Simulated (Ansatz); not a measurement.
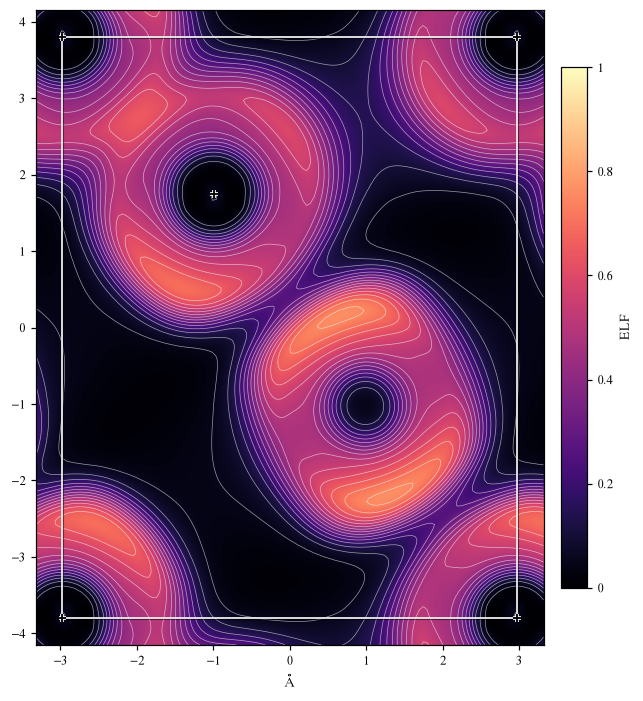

The ELF on a plane through atoms (crosses mark nuclei in the plane).

All numbers below come from DFT, r2SCAN, PAW with Ansatz's default frozen-core files, scalar-relativistic; relaxation of cell and atoms (Ansatz 0.2.0).

Candidates:
A. Te, a = 4.39 Å, b = 4.39 Å, c = 5.94 Å, α = 90.00°, β = 90.00°, γ = 120.00°. Space group P3₁21.
B. GaN, a = 4.43 Å, b = 4.43 Å, c = 4.43 Å, α = 90.00°, β = 90.00°, γ = 90.00°. Space group F-43m; a structure from a database of computed crystals, not necessarily the ambient phase; computed pressure about 10 GPa in this cell.

**Which candidate gave the map?**

Candidate A: Te on the (110) plane of the conventional cell, which holds Te. Te–Te (2.85 Å): the ELF peaks at about 0.65 between the atoms.
